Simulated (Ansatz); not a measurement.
# TlCl: what the fields show

The calculation's input:

```
crystal:
  lattice:
    - [3.8377046117, 0.0, 0.0]
    - [0.0, 3.8377046117, 0.0]
    - [0.0, 0.0, 3.8377046117]
  atoms:
    - { symbol: Tl, position: [0.0, 0.0, 0.0] }
    - { symbol: Cl, position: [0.5, 0.5, 0.5] }
basis:
  ecutwfc: 420
kpoints:
  mp_grid: { grid: [8, 8, 8] }
hamiltonian:
  xc: pbe
  dispersion: d3bj
scf:
  occupations: { method: gaussian, width: 0.02 }
output:
  forces: true
  stress: true
  eigenvalues: true
  write_density: true
  write_potential: true
  elf: true
  volumetric_format: npy
```

Run with:

```sh
ansatz run input.yaml --threads 1 --pin off --max-ram 2560MiB --backend cpu --events-out ev --progress --plain --runs-dir out
```

Below, planes, directions and counts refer to the conventional cell (a = 3.84 Å, b = 3.84 Å, c = 3.84 Å, α = 90.00°, β = 90.00°, γ = 90.00°).

Space group Pm-3m; changed on purpose from its base cell (volume × 0.94).

Level of theory: DFT PBE+D3(BJ), scalar-relativistic, plane waves, PAW in Ansatz 0.2.0.

Core electrons are frozen (PAW), and the valence fields are smoothed inside the atomic spheres.

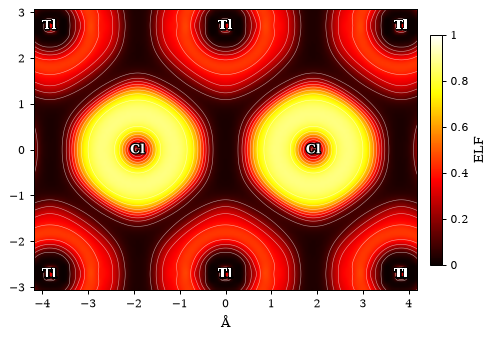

Figure 1. ELF on the (101̄) plane of the conventional cell.

What does the map show?

The section cuts through Tl and Cl sites.
Tl–Cl (3.32 Å): the ELF is about 0.10 at the midpoint (no shared electron pair shows on this line).

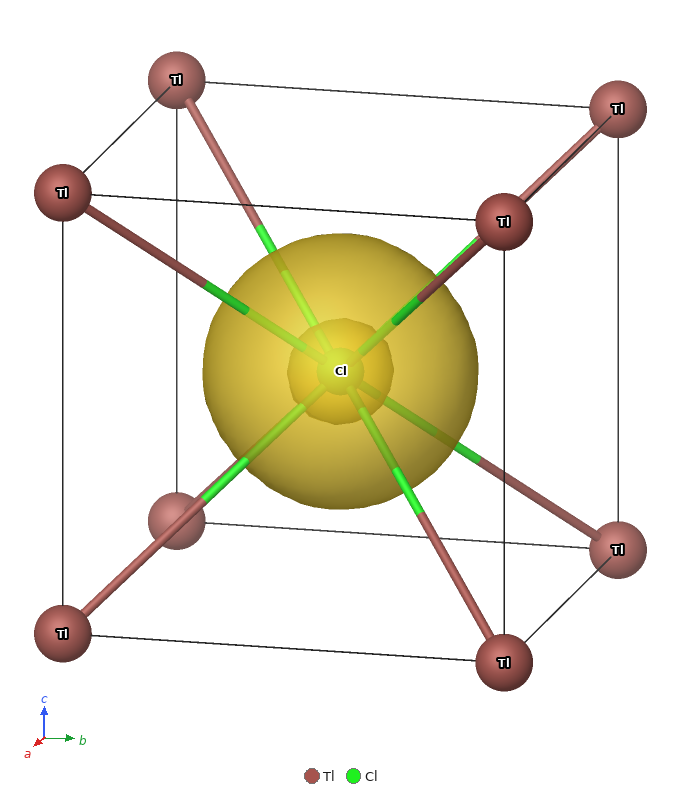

Figure 2. Isosurface of the electron localisation function at 0.75 (yellow), seen slightly off an axis. Only the valence region is drawn (cores and ρ < 0.01 e/Å³ removed). Sticks mark near contacts.

Identify the bonds, lone pairs and shells in this picture.

The ELF exceeds this value in one region wrapped around Cl (its valence shell), counted in one cell of 2 atoms. Any copies at cell faces, edges or corners count once.

Does the calculation make it a metal, or give it a gap?

It is gapped, with a Kohn–Sham gap of 2.1 eV on the k-point mesh, an upper bound to the gap of this method.
